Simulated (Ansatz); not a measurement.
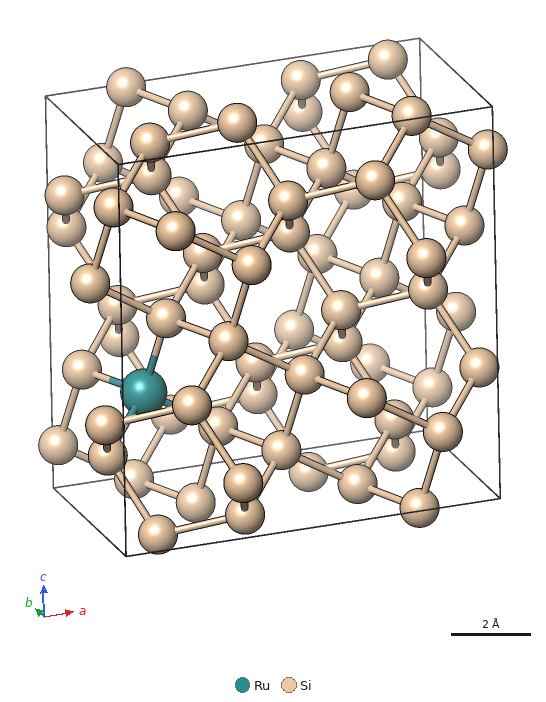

Figure 1. The input geometry (ball-and-stick view of the cell of the calculation, seen slightly off an axis).

**RuSi$_{47}$ (charge +1): geometry relaxation (part 1 of 3)**

RuSi$_{47}$ (defect cell, 48 atoms in the cell, total charge +1), computed with DFT PBE, scalar-relativistic, plane waves, PAW, spin-polarised (Ansatz 0.2.0).

The structure derives from a Materials Project entry. It belongs to a series of runs on one base structure; here: Ru on a Si site (f), charge +1, atoms relaxed at the host's cell, started again with a moment of 3 μB.

**Log**
```
Engine: ansatz 0.2.0, aarch64-unknown-linux-gnu
Pseudopotentials: kind: paw
Pseudopotential: Ru, paw, valence charge 16, recommended cutoff 420 eV (normal), Ru.paw.azcp
Pseudopotential: Si, paw, valence charge 4, recommended cutoff 420 eV (normal), Si.paw.azcp
Functional definition: PBE
  parameter kappa = 0.804
  parameter beta = 0.06672455060314922
  exchange = pbe_x(kappa = kappa, mu = beta*pi^2/3)
  correlation = pbe_c(beta = beta)
Crystal: 48 atoms, lattice volume = 981.120 Å³
Basis set: ecut = 420 eV, 19113 PW (Γ), exchange–correlation on 144×144×144 points (8 copies of the dense FFT grid, shifted against one another)
Bands: 151, of which v1, the nominal top of the filled ones, is band 102 counted from 1 (101 counted from 0)
Symmetry: 3 space group operations
Space group: R3 (ITA 146), of the structure as read, at distance tolerance 9.9e-5 Å
Magnetic group: BNS 146.10 (UNI 1240), of the structure as read, at distance tolerance 9.9e-5 Å
k-points: 2 of 8 (time reversal used)
Non-local potential: Ru, projectors of the file, l = 0: 3, l = 1: 2, l = 2: 2, l = 3: 1
Non-local potential: Si, projectors of the file, l = 0: 2, l = 1: 2, l = 2: 2
PAW form: soft (Blöchl's): semilocal exchange-correlation on the pseudo side does not see the compensation charge
PAW one-centre angular grid: Ru, 590 points (default); XC on 64 Gauss nodes
PAW one-centre angular grid: Si, 110 points (default); XC on 64 Gauss nodes
Initial density: superposition of atomic densities (chi_scale 0.1, normalization cell)
Starting moments: Σ|m| = 3 μB on 1 of 48 sites
Initial wavefunctions: pseudopotential atomic-orbital guess
Functional: x = pbe(κ = 0.804, μ = 0.2195149727645171), c = pbe(β = 0.06672455060314922)
SCF iter   1: F=—  HF=-35768.130901 eV  |F-HF|=—  |Δ(HF+E_count)|=         —  Δρ=2.47e-2 (↑2.47e-2 ↓2.31e-2)  dr2=1.83e1  dr2_m=5.87e-1  M=1.000 μB ∫|m|=2.197 μB  β_m=0.30  ethr=3.10e-3  ⟨swp⟩=6.2  Hψ=2806  notcnv=0  defer=61
Mixer restart at iter 1: flushing history
preconditioner: auto → Kerker (q_TF=auto, 2.098 Å⁻¹)  [metal: Δε(μ)=0.001 eV  Ē_g=7.765 eV  σ=0.020 eV  W_gap=0.04  n_scr=154 (ndim 8)  ℏωp=16.6 eV  f_vac=0.000  D(μ)=15.55/eV (n_scr^D=80)]
spin=Collinear: Kerker preconditioning applied to the charge; magnetization (m = ρ↑ − ρ↓) channel mixes plain (no charge-response kernel on spin).
SCF iter   2: F=—  HF=-35766.832482 eV  |F-HF|=—  |Δ(HF+E_count)|=    1.30e0  Δρ=1.84e-2 (↑1.84e-2 ↓1.82e-2)  dr2=1.09e1  dr2_m=3.97e-1  M=1.000 μB ∫|m|=1.931 μB  β_m=0.65  ethr=3.10e-3  ⟨swp⟩=2.0  Hψ=705  notcnv=0  defer=74
SCF iter   3: F=—  HF=-35765.723820 eV  |F-HF|=—  |Δ(HF+E_count)|=    1.11e0  Δρ=5.45e-3 (↑5.45e-3 ↓4.22e-3)  dr2=7.77e-1  dr2_m=1.15e-1  M=0.965 μB ∫|m|=1.470 μB  β_m=0.69  ethr=3.10e-3  ⟨swp⟩=2.8  Hψ=894  notcnv=0  defer=176
SCF iter   4: F=—  HF=-35765.826038 eV  |F-HF|=—  |Δ(HF+E_count)|=   1.02e-1  Δρ=3.04e-3 (↑2.05e-3 ↓3.04e-3)  dr2=3.06e-1  dr2_m=3.92e-2  M=0.664 μB ∫|m|=1.056 μB  β_m=0.84  ethr=3.83e-4  ⟨swp⟩=2.5  Hψ=1075  notcnv=0  defer=176
SCF iter   5: F=—  HF=-35765.947667 eV  |F-HF|=—  |Δ(HF+E_count)|=   1.22e-1  Δρ=1.15e-3 (↑1.15e-3 ↓9.20e-4)  dr2=5.97e-2  dr2_m=2.17e-3  M=0.308 μB ∫|m|=0.440 μB  β_m=0.92  ethr=1.51e-4  ⟨swp⟩=3.0  Hψ=886  notcnv=0  defer=176
preconditioner: auto → Resta (q_TF=auto, 2.098 Å⁻¹)  ε∞=5.7  [insulator: Δε(μ)=0.030 eV  Ē_g=7.625 eV  σ=0.020 eV  W_gap=0.57  n_scr=154 (ndim 8)  ℏωp=16.6 eV  f_vac=0.000  D(μ)=24.73/eV (n_scr^D=166)  ε∞_Penn≈5.7]
spin=Collinear: Resta preconditioning applied to the charge; magnetization (m = ρ↑ − ρ↓) channel mixes plain (no charge-response kernel on spin).
SCF iter   6: F=—  HF=-35765.968783 eV  |F-HF|=—  |Δ(HF+E_count)|=         —  Δρ=7.49e-4 (↑7.49e-4 ↓5.21e-4)  dr2=2.54e-3  dr2_m=3.46e-3  M=0.159 μB ∫|m|=0.228 μB  β_m=0.92  ethr=2.94e-5  ⟨swp⟩=3.0  Hψ=1137  notcnv=0  defer=176
SCF iter   7: F=—  HF=-35765.969917 eV  |F-HF|=—  |Δ(HF+E_count)|=   1.13e-3  Δρ=2.94e-4 (↑1.68e-4 ↓2.94e-4)  dr2=1.60e-3  dr2_m=4.01e-4  M=0.087 μB ∫|m|=0.111 μB  β_m=0.96  ethr=1.25e-6  ⟨swp⟩=2.5  Hψ=1021  notcnv=0  defer=176
SCF iter   8: F=—  HF=-35765.970325 eV  |F-HF|=—  |Δ(HF+E_count)|=   4.08e-4  Δρ=9.94e-5 (↑6.36e-5 ↓9.94e-5)  dr2=4.23e-4  dr2_m=1.67e-5  M=0.036 μB ∫|m|=0.043 μB  β_m=0.98  ethr=7.89e-7  ⟨swp⟩=2.0  Hψ=827  notcnv=0  defer=176
SCF iter   9: F=—  HF=-35765.970423 eV  |F-HF|=—  |Δ(HF+E_count)|=   9.78e-5  Δρ=3.27e-5 (↑3.13e-5 ↓3.27e-5)  dr2=7.54e-5  dr2_m=3.42e-6  M=0.020 μB ∫|m|=0.023 μB  β_m=0.99  ethr=2.08e-7  ⟨swp⟩=2.0  Hψ=760  notcnv=0  defer=176
SCF iter  10: F=—  HF=-35765.970435 eV  |F-HF|=—  |Δ(HF+E_count)|=   1.27e-5  Δρ=1.24e-5 (↑1.24e-5 ↓8.34e-6)  dr2=5.96e-6  dr2_m=4.73e-7  M=0.007 μB ∫|m|=0.009 μB  β_m=1.00  ethr=3.71e-8  ⟨swp⟩=2.0  Hψ=1006  notcnv=0  defer=176
SCF iter  11: F=—  HF=-35765.970438 eV  |F-HF|=—  |Δ(HF+E_count)|=   2.83e-6  Δρ=6.76e-6 (↑6.76e-6 ↓3.40e-6)  dr2=1.74e-6  dr2_m=1.40e-7  M=0.003 μB ∫|m|=0.004 μB  β_m=1.00  ethr=2.93e-9  ⟨swp⟩=2.0  Hψ=915  notcnv=0  defer=176
SCF iter  12: F=-35765.970438 eV  HF=-35765.970439 eV  |F-HF|=2.88e-7  |Δ(HF+E_count)|=   2.90e-7  Δρ=3.02e-6 (↑1.67e-6 ↓3.02e-6)  dr2=3.45e-7  dr2_m=2.31e-8  M=0.002 μB ∫|m|=0.002 μB  ethr=8.56e-10  ⟨swp⟩=19.0  Hψ=5963  notcnv=0
WARN: the starting moments were not kept: the SCF closed with an absolute magnetisation of 1.8e-3 μB, where they sum to 3 μB in size (1 site). That is at most 0.1 of that sum. Measured as dr2_m measures the in/out step, that magnetisation stands 4.5e-8 eV from none, at or under the dr2_threshold of 1.6e-5 eV: it is no larger than a step whose dr2_m would equal this threshold. The system may hold no moment; this SCF shows only that its start led to no more than that. To try another start: raise the starting moments (crystal.atoms[].spin, magnetization.per_species, magnetization.initial_magnetization, or on a non-collinear deck that types none of these the spinor_matrix: blocks that start its atoms; where the total moment is fixed, keep their sum and leave initial_magnetization as it is; typed ones take the place of any that the run laid by itself, positive ones on a crystal's lanthanoids without a Hubbard term where scf.initial_density.shell_occupations: [] is typed) or, if the notice of its spin-set hold's release reads "site moments contracting" or "site moments show no strong build", lengthen the hold (scf.mixing.spin_hold: { on: { confirm: 4 } }; for m-r²SCAN on two components see the key's manual first). Each may lead to a state that holds a moment. A second SCF, from the converged charge density, with the starting moments and any scf.initial_density.shell_occupations laid on it anew, would have followed, and was not run: the deck does not ask for one (magnetization.retry_lost_moments is false, the default). To let it run, set magnetization.retry_lost_moments: true and run the deck again, where that key's refused combinations let it; where memory then withholds it, that run's warning says so.
SCF 1 converged in 12 iterations: F = -35765.970438 eV  dr2 = 3.45e-7
  greatest PAW one-centre occupation: 0.999 electrons in one spin orbital (limit 2), on the Ru atom at site 0 (counted from 0), in its partial waves of l = 0
relax step   1: F+E_penalty+E_count = -35765.97043822 eV  Δ(F+E_penalty+E_count) = +0.000e0 eV  max|allowed force component| = 1.304e-3 eV/Å  Δτ_max = 0.0000 Å  (12 SCF iters, dr2 threshold 1.56e-5 eV, accepted)
Initial density: handed on by an earlier stage of this run
Starting moments: Σ|m| = 3 μB on 1 of 48 sites; this step starts from the density that it was given
Initial wavefunctions: those handed on with the density
iter 1 solved again at ethr=2.68e-11 eV; its pass at ethr=3.10e-3 eV (dr2=5.44e-8 eV) is discarded
SCF iter   1: F=—  HF=-35765.970438 eV  |F-HF|=—  |Δ(HF+E_count)|=         —  Δρ=2.22e-6 (↑1.64e-6 ↓2.22e-6)  dr2=5.48e-8  dr2_m=3.00e-8  M=0.002 μB ∫|m|=0.002 μB  β_m=0.65  ethr=2.68e-11  ⟨swp⟩=1.0  Hψ=1424  notcnv=0
preconditioner: auto → Resta (q_TF=auto, 2.098 Å⁻¹)  ε∞=5.7  [insulator: Δε(μ)=0.033 eV  Ē_g=7.616 eV  σ=0.020 eV  W_gap=0.73  n_scr=154 (ndim 8)  ℏωp=16.6 eV  f_vac=0.000  D(μ)=23.90/eV (n_scr^D=154)  ε∞_Penn≈5.7]
spin=Collinear: Resta preconditioning applied to the charge; magnetization (m = ρ↑ − ρ↓) channel mixes plain (no charge-response kernel on spin).
iter 2 did not close the SCF: its close was put off for a magnetic moment that had not settled (scf_convergence_deferred on its scf_iter line)
SCF iter   2: F=-35765.970439 eV  HF=-35765.970439 eV  |F-HF|=8.88e-9  |Δ(HF+E_count)|=   3.55e-8  Δρ=1.35e-6 (↑9.91e-7 ↓1.35e-6)  dr2=2.72e-8  dr2_m=1.06e-8  M=0.001 μB ∫|m|=0.001 μB  β_m=0.65  ethr=2.68e-11  ⟨swp⟩=6.0  Hψ=3073  notcnv=0
iter 3 did not close the SCF: its close was put off for a magnetic moment that had not settled (scf_convergence_deferred on its scf_iter line)
SCF iter   3: F=-35765.970439 eV  HF=-35765.970439 eV  |F-HF|=1.28e-8  |Δ(HF+E_count)|=   1.70e-8  Δρ=1.02e-6 (↑6.61e-7 ↓1.02e-6)  dr2=2.15e-8  dr2_m=4.89e-9  M=0.001 μB ∫|m|=0.001 μB  β_m=0.82  ethr=1.34e-11  ⟨swp⟩=5.0  Hψ=3008  notcnv=0
SCF iter   4: F=-35765.970439 eV  HF=-35765.970439 eV  |F-HF|=3.14e-9  |Δ(HF+E_count)|=   1.38e-8  Δρ=2.38e-7 (↑2.38e-7 ↓1.84e-7)  dr2=3.50e-9  dr2_m=4.70e-11  M=0.000 μB ∫|m|=0.000 μB  ethr=1.06e-11  ⟨swp⟩=5.5  Hψ=3058  notcnv=0
the starting moments were not kept: the SCF closed with an absolute magnetisation of 9.5e-5 μB, where they sum to 3 μB in size (1 site). That is at most 0.1 of that sum. Measured as dr2_m measures the in/out step, that magnetisation stands 1.3e-10 eV from none, at or under the dr2_threshold of 1.0e-7 eV: it is no larger than a step whose dr2_m would equal this threshold.
SCF 2 converged in 4 iterations: F = -35765.970439 eV  dr2 = 3.50e-9
relax step   2: F+E_penalty+E_count = -35765.97043854 eV  Δ(F+E_penalty+E_count) = -3.211e-7 eV  max|allowed force component| = 1.316e-3 eV/Å  Δτ_max = 0.0000 Å  (4 SCF iters, accepted)
```

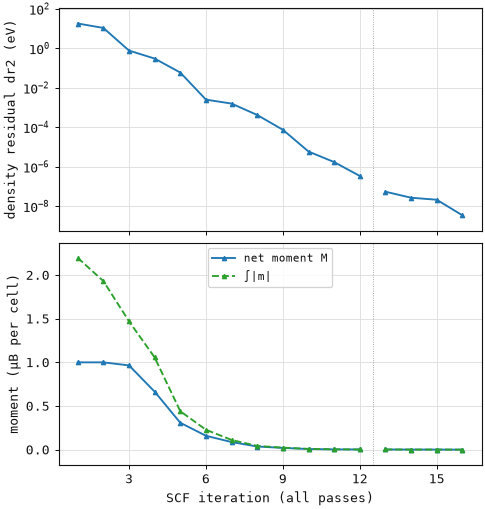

Figure 2. Convergence of the self-consistent field: density residual dr2 and magnetic moment against the SCF iteration. The dotted lines part the SCF passes of the relaxation: geometry steps, rejected trials and re-solves on a re-selected basis. The passes take 12 and 4 iterations. The net moment goes from 1.0 to 0.0 μB per cell, and ∫|m| falls to zero.

```
SCF converged after 4 iterations
Magnetization: 0.0001 μB (101.5000 up, 101.5000 down)
Absolute magnetization: 0.0001 μB (∫|ρ↑−ρ↓|, with the PAW one-centre terms)
Spin contamination: 0.0000 ħ² per cell (⟨S²⟩ above its minimum at these occupations)
Per-site moments (μB) at R_I (Å): [(1.036005155921701e-5, 0.9576269136374085), (6.783262550768936e-7, 0.9740929383835825), (7.593034691954404e-7, 0.9744546417851043), (6.783262550586454e-7, 0.9740929383835821), (7.593034691497153e-7, 0.9744546417851047), (7.391776186421233e-7, 0.9735393232245364), (6.783262550808346e-7, 0.9740929383835821), (7.593034692099368e-7, 0.9744546417851052), (7.391776187491718e-7, 0.9735393232245362), (7.39177618653999e-7, 0.9735393232245371), (7.046903850774438e-7, 0.9759997811844242), (7.056064192740807e-7, 0.9762133894233193), (7.975436670398782e-7, 0.976292466975846), (1.0770394709981155e-6, 0.9763766849514899), (7.975436671748801e-7, 0.976292466975847), (7.97543667102714e-7, 0.976292466975847), (1.1506727944705321e-6, 0.9761713508391381), (1.103397755134568e-6, 0.9763474440619154), (1.1033977550259646e-6, 0.9763474440619163), (1.103397755139741e-6, 0.9763474440619163), (1.077039470919298e-6, 0.9763766849514915), (1.1506727944786878e-6, 0.9761713508391379), (1.1506727944327612e-6, 0.9761713508391378), (1.0770394710116922e-6, 0.9763766849514903), (4.140061213132525e-7, 0.964938218927533), (1.1261884550273529e-6, 0.976292466975846), (1.1112485535941958e-6, 0.9761713508391378), (1.126188454911275e-6, 0.976292466975847), (1.111248553649081e-6, 0.9761713508391381), (8.853704595572793e-7, 0.9763377657332627), (1.1261884550446122e-6, 0.976292466975847), (1.1112485535237892e-6, 0.9761713508391379), (8.85370459527986e-7, 0.9763377657332611), (8.853704594813444e-7, 0.9763377657332634), (8.614454052969236e-7, 0.9771747788330798), (5.695586127443218e-7, 0.9768239392083843), (6.794015054369112e-7, 0.9759997811844242), (-2.6965798845472276e-7, 0.9576269136374098), (6.794015055049165e-7, 0.9759997811844251), (6.794015053379683e-7, 0.9759997811844245), (6.483702455288466e-7, 0.9751349068055342), (6.249947026598531e-7, 0.9735393232245371), (6.249947026519476e-7, 0.9735393232245362), (6.24994702671211e-7, 0.9735393232245364), (-2.696579884356983e-7, 0.9576269136374085), (6.48370245481962e-7, 0.9751349068055353), (6.483702454508015e-7, 0.9751349068055354), (-2.6965798841843354e-7, 0.9576269136374085)]
Free energy (F): -35765.970439 eV
Harris-Foulkes:  -35765.970439 eV  (|F-HF|=3.14e-9)
Internal energy: -35765.965660 eV  (E = F + TS)
E sigma→0 (E₀):  -35765.968049 eV
Entropy (-TS):   -0.004778 eV (-0.100 meV/atom)
Fermi energy:    5.792965 eV
--- Per-component energies (eV) ---
  E_band       = -99.202462
  E_kinetic    = 2385.799148
  E_local      = -4684.518788  (includes V_loc(G=0)·N_el)
  E_nonlocal   = 1557.687888
  E_hartree    = 1696.831244
  E_xc         = -2767.289740
  E_vxc        = -2413.603771  (∫ρ·V_xc dr)
  E_paw        = -27560.264334  (= ΣΔE_a)
  E_vpaw       = -338.233699  (= ΣTr[D̂ρ^β])
  E_aug_tail   = 0.000119  (compensation charges beyond the density's cutoff)
  E_ewald      = -6394.211197
  E_smearing   = -0.004778  (= −TS)
  E_closure    = 0.000000  (closes the sum)
  E_deformation_potential = 12.483176  (in the stress; not in F)
  Σ components = -35765.970439   (vs F -35765.970439, Δ=0.00e0)
--- Forces (eV/Å), atoms counted from 1 ---
  atom   1  Ru    -0.00000000    -0.00000000    -0.00073246
  atom   2  Si    -0.00005550    -0.00015865     0.00004963
  atom   3  Si    -0.00024892     0.00041241    -0.00015291
  atom   4  Si    -0.00010965     0.00012739     0.00004963
  atom   5  Si     0.00048161     0.00000937    -0.00015291
  atom   6  Si     0.00058613    -0.00061320     0.00022429
  atom   7  Si     0.00016515     0.00003126     0.00004963
  atom   8  Si    -0.00023270    -0.00042177    -0.00015291
  atom   9  Si     0.00023798     0.00081421     0.00022429
  atom  10  Si    -0.00082411    -0.00020101     0.00022429
  atom  11  Si    -0.00000000    -0.00000000     0.00131575
  atom  12  Si     0.00000000     0.00000000    -0.00068603
  atom  13  Si     0.00057250    -0.00049648     0.00019609
  atom  14  Si     0.00007690    -0.00003363    -0.00050341
  atom  15  Si     0.00014372     0.00074404     0.00019609
  atom  16  Si    -0.00071622    -0.00024756     0.00019609
  atom  17  Si     0.00020591    -0.00008774    -0.00073377
  atom  18  Si     0.00061019     0.00029233    -0.00066590
  atom  19  Si    -0.00005193    -0.00067460    -0.00066590
  atom  20  Si    -0.00055826     0.00038228    -0.00066590
  atom  21  Si    -0.00000933     0.00008341    -0.00050341
  atom  22  Si    -0.00017894    -0.00013445    -0.00073377
  atom  23  Si    -0.00002697     0.00022219    -0.00073377
  atom  24  Si    -0.00006758    -0.00004978    -0.00050341
  atom  25  Si     0.00000000     0.00000000    -0.00025963
  atom  26  Si     0.00046175     0.00064683     0.00025270
  atom  27  Si    -0.00058601     0.00032888     0.00057489
  atom  28  Si     0.00032930    -0.00072330     0.00025270
  atom  29  Si     0.00057783     0.00034306     0.00057489
  atom  30  Si     0.00047863     0.00060093     0.00023865
  atom  31  Si    -0.00079105     0.00007647     0.00025270
  atom  32  Si     0.00000819    -0.00067194     0.00057489
  atom  33  Si    -0.00075974     0.00011404     0.00023865
  atom  34  Si     0.00028111    -0.00071497     0.00023865
  atom  35  Si    -0.00000000    -0.00000000    -0.00009332
  atom  36  Si    -0.00000000    -0.00000000     0.00079999
  atom  37  Si    -0.00029038     0.00031672     0.00034864
  atom  38  Si    -0.00042839     0.00106738     0.00038106
  atom  39  Si    -0.00012910    -0.00040984     0.00034864
  atom  40  Si     0.00041948     0.00009312     0.00034864
  atom  41  Si    -0.00012792    -0.00011506    -0.00014204
  atom  42  Si     0.00013048     0.00009365    -0.00018285
  atom  43  Si     0.00001586    -0.00015982    -0.00018285
  atom  44  Si    -0.00014634     0.00006618    -0.00018285
  atom  45  Si    -0.00071019    -0.00090468     0.00038106
  atom  46  Si    -0.00003569     0.00016832    -0.00014204
  atom  47  Si     0.00016361    -0.00005325    -0.00014204
  atom  48  Si     0.00113857    -0.00016270     0.00038106
  max |Σ_I F_I| component: 5.01e-7 eV/Å
--- Charged-cell corrections in eV (Makov–Payne, q = +1.000 e, ε = [12.618, 12.618, 13.707]) ---
  F (periodic)     = -35765.970439  (uncorrected; the corrections below are reported, never added to it)
  E_corr1          = +0.158655  (monopole, q²α_M/2ε̄L, of the cell on which ε is isotropic)
  F Makov-Payne    = -35765.811784  (F + E_corr1; no measured alignment; for a localised charge, not one spread in a band: unchecked)
  no potential alignment in this run, which stands beside a crystal: run the host's input off ansatz write-host-input, and read the two finished runs by ansatz place-levels (neither reads a slab, a wire or a sheet, whose cell leaves a vacuum)
--- Band table (eV) ---
```
